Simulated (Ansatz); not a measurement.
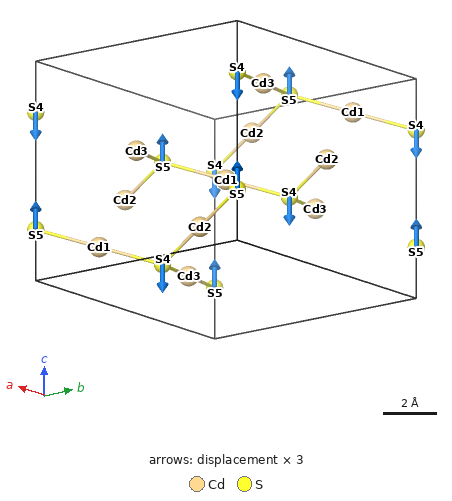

This is a relaxation of solid Cd3S2 (a generated structure, set up in R-3m). The starting structure is drawn; blue arrows show the displacements (the part carried along by the change of the cell is left out), magnified 3 times.

A ball-and-stick model of the conventional cell (3 times the calculation's cell), seen from a free direction. Lengths and directions refer to the drawn axes.

Computed with DFT PBE, scalar-relativistic, plane waves, PAW (Ansatz 0.2.0).

Input
```yaml
crystal:
  lattice:
    - [4.2061091649, 2.4283982586, 3.1197354456]
    - [-4.2061091649, 2.4283982586, 3.1197354456]
    - [0.0, -4.8567965172, 3.1197354456]
  atoms:
    - { symbol: Cd, position: [0.0, 0.5, 0.0] }
    - { symbol: Cd, position: [0.0, 0.0, 0.5] }
    - { symbol: Cd, position: [0.5, 0.0, 0.0] }
    - { symbol: S, position: [0.7670200141, 0.7670200141, 0.7670200141] }
    - { symbol: S, position: [0.2329799859, 0.2329799859, 0.2329799859] }
basis:
  ecutwfc: 420
kpoints:
  mp_grid: { grid: [6, 6, 6] }
hamiltonian:
  xc: pbe
scf:
  occupations: { method: gaussian, width: 0.01 }
output:
  forces: true
  stress: true
  eigenvalues: true
  write_density: true
  write_potential: true
  elf: true
  volumetric_format: npy
relax:
  adjacent_minimum: "off"
  f_tol: 0.01
  max_steps: 80
  cell: { stress_tol: 0.05 }
```

Run as
```bash
ansatz run input.yaml --threads 1 --pin off --max-ram 2560MiB --backend cpu --events-out ev --progress --plain --runs-dir out
```

Atoms of which element are displaced furthest, and by how much?

Answer. Sulfur: up to 0.41 Å, against 0.00 Å for cadmium.

Describe the change and its energy.

Answer. Over 9 accepted moves (11 points after the start) the energy falls by 16.2 meV per atom. Largest force component: 0.018 eV/Å at the start, 0.0014 eV/Å at the end. The pressure goes from −0.29 to 0.00 GPa. The line search rejected the trial step at point 6 of the run. At 1 point the geometry stayed and the basis and grid were re-selected for the new cell (energy shift of 1.1 meV per atom at most each time). The largest moves relative to the cell, 0.41 Å, are those of S4 and S5. S4 goes along −c. Cd stays in place. Cell: a = b 8.412 → 8.007 Å (−4.8 %), c 9.359 → 8.376 Å (−10.5 %). Volume −18.9 %. Bond angles that change, for instance: Cd1–S4–Cd2 114.1° → 106.1°. The space group stays R-3m (No. 166).
